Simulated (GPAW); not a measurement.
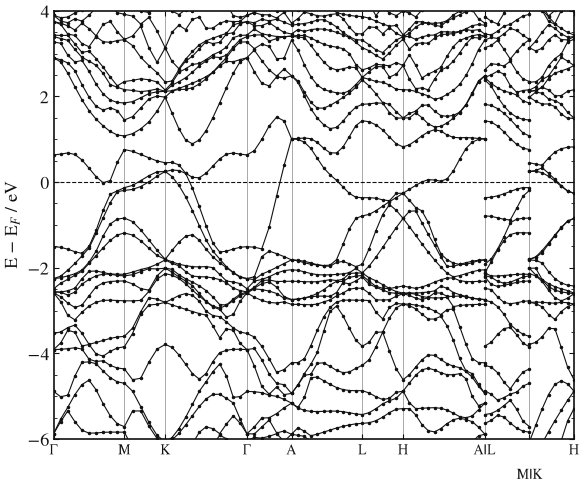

Band structure. Energies are counted from the Fermi level.

**Which Bravais lattice do the labels of the path belong to?**

A hexagonal (primitive) lattice: the path Γ–M–K–Γ–A–L–H–A|L–M|K–H runs through the special points of its Brillouin zone.

System: TaSi₂, space group P6_422 (No. 181), 9 atoms in the cell; a = 4.784 Å, c = 6.570 Å (hexagonal axes).

GPAW 26.7.0; LDA, the program's PAW data sets (release 1.2.1) made for this functional, no spin polarisation, no spin-orbit coupling, 4×4×3 k mesh, 600 eV cutoff, Fermi-Dirac smearing of 0.05 eV.

**Metal, semiconductor or insulator?**

A metal: bands cross the Fermi level along this path.

**Which levels at H lie nearest to the Fermi level?**

At H the nearest levels lie 0.26 eV below and 0.82 eV above the Fermi level.

The k mesh is coarse (spacing up to 0.38 Å⁻¹), so the values aren't converged. Spin-orbit coupling is left out, which matters for Ta. The cell is at −5 GPa in this functional. Bands are joined in order of energy, so crossings between the computed points show as kinks or gaps.
